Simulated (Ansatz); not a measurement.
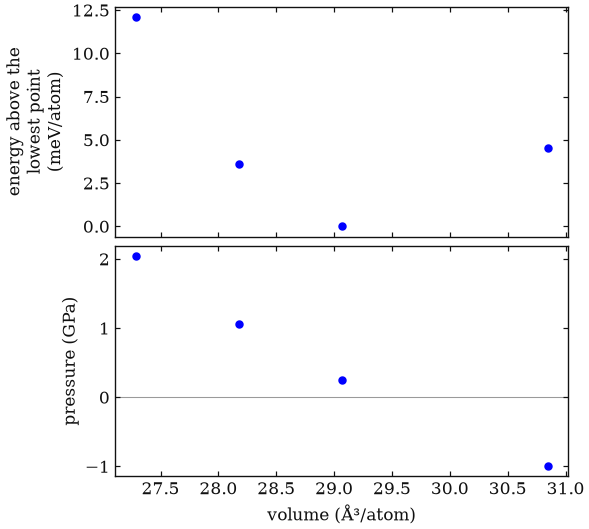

The plot gives the computed energy above the lowest point and pressure against volume for TlCl, space group Pm-3m (No. 221) (one of a set of cubic test structures, which need not be the stable phase).

Method: equation of state of a cubic crystal from periodic Kohn-Sham density functional theory without spin, third-order Birch-Murnaghan fit to the free energies; pressure corrected for the finite basis (Ansatz 0.2.0 development build). Level: HSE06, no spin-orbit coupling.

- structure type: CsCl
- atoms in cell: 2
- space group number: 221
- lattice centring: simple cubic
- k mesh: 4×4×4
- occupation method: Fermi–Dirac
- occupation width: 0.05 eV
- wave cutoff: 660 eV
- datasets: hand-made PAW
- density tolerance: 0 eV
- bands: 18
- density cutoff ratio: 4
- search for lower states: default
- exchange singularity: regularized

The point at volume 29.96 Å³/atom is left out of the plot. What does the calculation give there?

```json
{"volume (Å³/atom)": "29.96", "energy above the lowest point (meV/atom)": "0.5", "pressure (GPa)": "-0.420"}
```

Caveats: modest k-mesh, values are not fully converged in k; no spin-orbit coupling with 6p elements.
